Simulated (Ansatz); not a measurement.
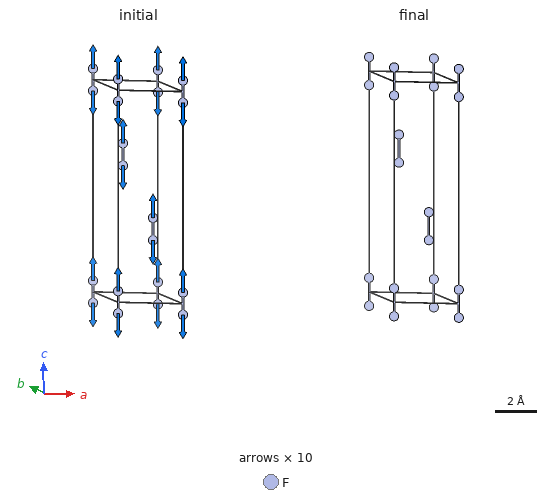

The structure of solid F (a generated structure, set up in R-3m) (coarse preliminary run) before (left) and after (right) a relaxation, at one scale. The blue arrows give the displacements (the part carried along by the change of the cell is left out), magnified 10 times.

Style: ball-and-stick. Shown: the conventional cell (3 times the calculation's cell), slightly off an axis. Lengths and directions refer to the drawn axes.

Case: O → F on all its sites, cell and atoms relaxed.

Level of theory: DFT PBE+D3(BJ), scalar-relativistic, plane waves, PAW in Ansatz 0.2.0.

Input file:
```yaml
crystal:
  lattice:
    - [1.6258944997, 0.938710627, 3.5655606867]
    - [-1.6258944997, 0.938710627, 3.5655606867]
    - [0.0, -1.8774212541, 3.5655606867]
  atoms:
    - { symbol: F, position: [0.0524084922, 0.0524084922, 0.0524084922] }
    - { symbol: F, position: [0.9475915078, 0.9475915078, 0.9475915078] }
basis:
  ecutwfc: 420
kpoints:
  mp_grid: { grid: [9, 9, 9] }
hamiltonian:
  xc: pbe
  dispersion: d3bj
scf:
  occupations: { method: gaussian, width: 0.1 }
output:
  forces: true
  stress: true
  eigenvalues: true
relax:
  adjacent_minimum: "off"
  f_tol: 0.05
  max_steps: 60
  cell: { stress_tol: 0.5 }
```

Run as
```bash
ansatz run input.yaml --threads 1 --pin off --max-ram 2560MiB --backend cpu --events-out ev --progress --plain --runs-dir out
```

Question: What changed between the two?

Answer: The largest moves relative to the cell, 0.12 Å, are those of F1 and F2. F2 goes along −c. The volume changes by +3.6 %, with a = b 3.252 → 3.243 Å (−0.3 %), c 10.697 → 11.135 Å (+4.1 %). Some distances before and after: F1–F2 1.121 → 1.416 Å. The space group stays R-3m (No. 166). After 5 accepted moves (6 points after the start) the energy has fallen by 1427 meV per atom. Largest force component: 26 eV/Å at the start, 0.0073 eV/Å at the end. Pressure: 48.06 GPa at the start and 0.14 GPa at the end. The SCF was repeated once at an unchanged geometry on a basis and grid sized afresh for the cell, which shifted the energy by 2.1 meV per atom at most. The run took 22 s on 1 thread of AMD EPYC 7R43 64-Core Processor (Zen 3), with other jobs on the host, peak memory 0.37 GiB.
